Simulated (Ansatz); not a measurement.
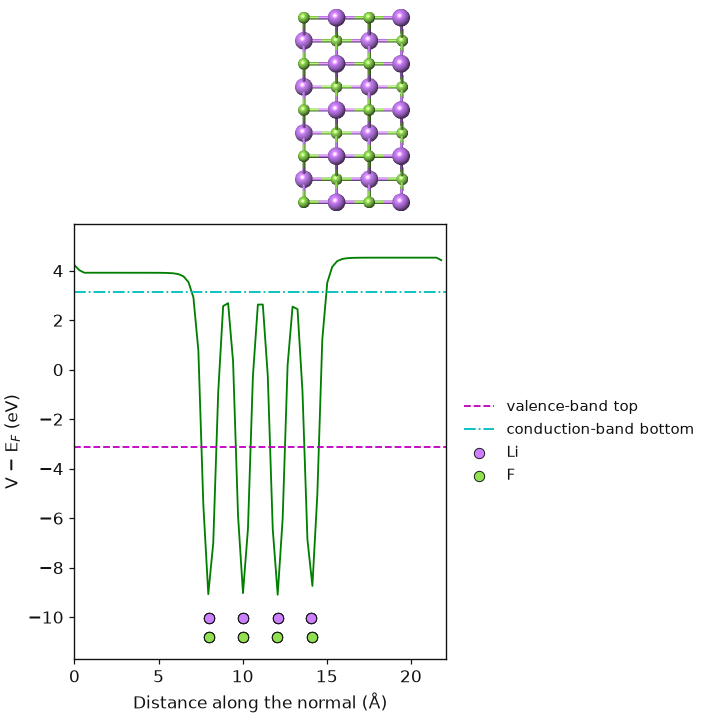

Write a caption with the findings.

Plane-averaged electrostatic potential energy of an electron across the slab; circles at the bottom mark the heights of the atoms (positions after relaxation). The structure is drawn too. System: a (100) slab cut from LiF (Fm-3m), ended by LiF planes, 32 atoms in the cell. Method: DFT PBE, scalar-relativistic, plane waves, PAW, no spin polarisation, 3×3×1 k mesh, Gaussian smearing of 0.05 eV (Ansatz 0.2.0).

From the vacuum level at the right face the ionisation potential is 7.66 eV and the electron affinity 1.39 eV; at the left face they are 7.05 and 0.78 eV. The slab's gap, their difference before rounding, is 6.27 eV. The vacuum level is 0.61 eV higher at the right than at the left, so the slab carries a dipole along its normal; the ramp in the vacuum, at or near the edge of the plot, is the dipole correction that keeps each side flat. Some atoms were held fixed in the relaxation, which can itself make the faces differ. The outermost atoms are 6.1 Å apart, which leaves 16.0 Å of vacuum in a cell 22.1 Å high.
